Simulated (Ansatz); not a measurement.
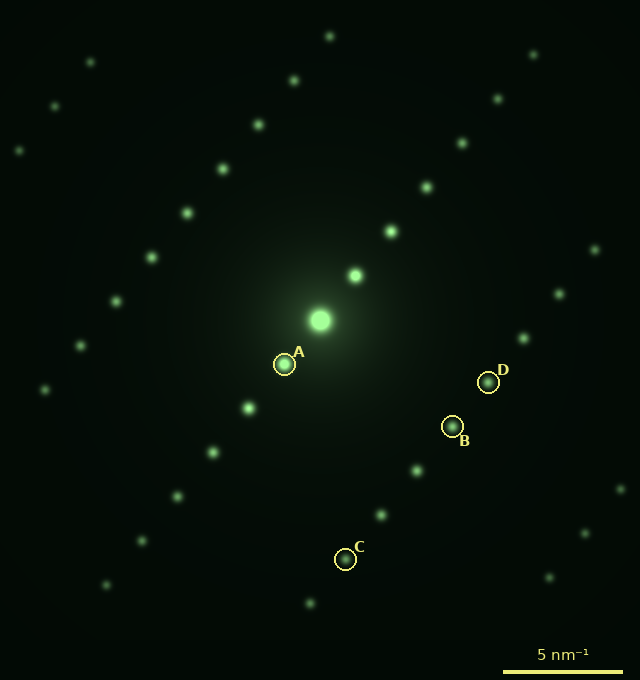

Simulated selected-area electron diffraction pattern (200 kV, kinematic approximation, thin crystal, B = 0.8 Å² for all atoms). The zone axis points towards the electron source and the pattern is seen from the source side.

Crystal: Hg, space group Im-3m (No. 229), a = 5.908 Å. Structure: the input geometry of an electronic-structure calculation (not necessarily at equilibrium); the starting structure was generated, so it need not be a known form of this composition.

Spot A is indexed -1 1 0 and spot B -1 -1 4.

What are the indices of the remaining marked spots?

Answer. C = 3A + B = -4 2 4 (d = 0.985 Å). D = −A + B = 0 -2 4 (d = 1.321 Å).

Give [uvw].

Answer. The cross product of A and B is parallel to [221]; every spot obeys hu + kv + lw = 0.

What are the spacings of A and B and the angle between them?

Answer. d(A) = 4.178 Å, d(B) = 1.393 Å, and the angle is 90.0°.
